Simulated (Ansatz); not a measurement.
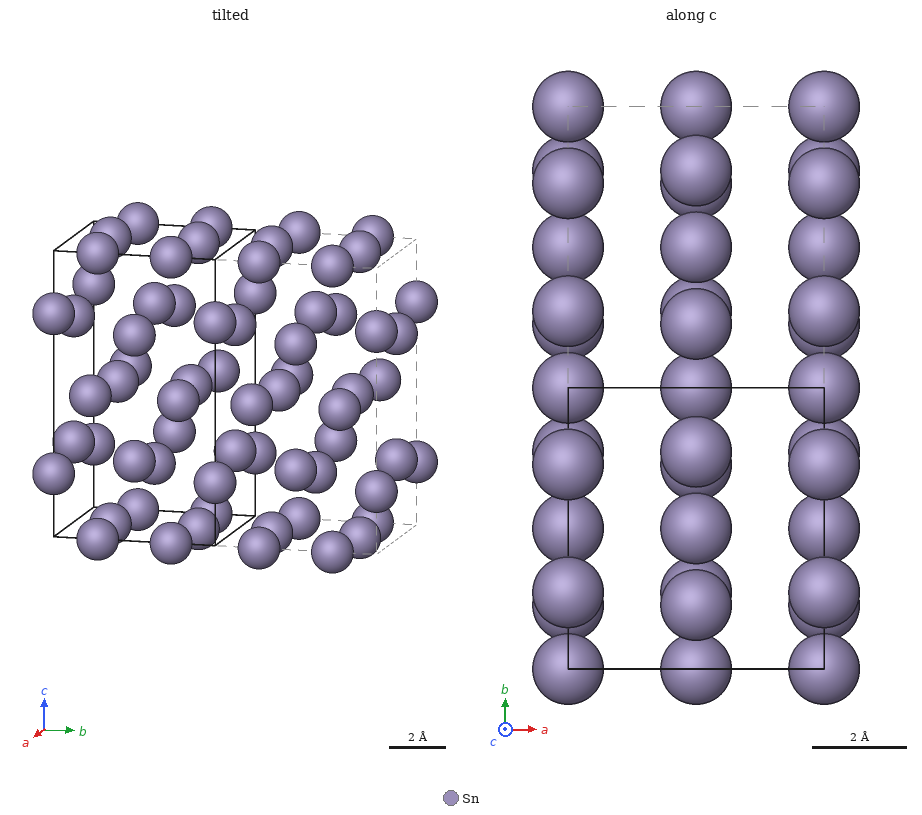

The image is a spheres-only drawing of a crystal, viewed slightly off an axis and along the c axis. One conventional unit cell is drawn solid; the view covers 1×2×1 cells.

- The element is tin.
- The structure has Fmmm (No. 69) symmetry and a face-centred orthorhombic lattice.
- The cell holds 16 atoms.

The structure was taken from a structure listed in the Materials Project, with elements exchanged, so it need not be a known form of the compound. The cell was then strained or its atoms displaced on purpose. Ansatz was used for an electronic-structure calculation on it.

At this level of theory the cell isn't at rest (compressed, at 27 GPa), so its distances can differ from those at equilibrium, the more so the softer the solid.
